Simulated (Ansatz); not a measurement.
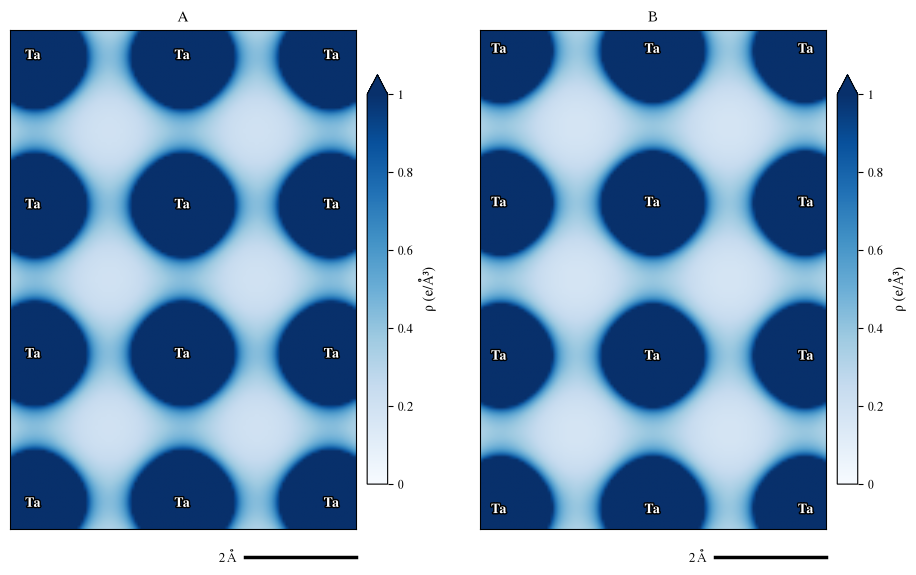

Ta. The valence charge density (pseudo) of two cells that differ in size, on the (001) plane of each (indices in the axes of the calculation cell), at one length scale and on one colour scale: B has 21.0 Å³ an atom and A 19.3.

Theory: Ansatz 0.2.0, DFT, RPBE, plane waves (420 eV) with PAW, scalar-relativistic.

The larger cell:

```cif
data_structure
_symmetry_space_group_name_H-M 'P 1'
_symmetry_Int_Tables_number 1
_cell_length_a 2.7602
_cell_length_b 2.7602
_cell_length_c 2.7602
_cell_angle_alpha 90.000
_cell_angle_beta 90.000
_cell_angle_gamma 90.000
_cell_volume 21.03
loop_
_atom_site_label
_atom_site_type_symbol
_atom_site_fract_x
_atom_site_fract_y
_atom_site_fract_z
_atom_site_occupancy
Ta1 Ta 0.00000 0.00000 0.00000 1
```

The smaller cell: a = 2.685 Å, b = 2.685 Å, c = 2.685 Å, α = 90.00°, β = 90.00°, γ = 90.00°.

**What changes from the larger cell to the smaller?**

From the larger cell to the smaller, Ta–Ta goes from 2.76 to 2.68 Å, and the density at its midpoint from 0.39 to 0.43 e/Å³; the pressure goes from 0.0 to 13 GPa.
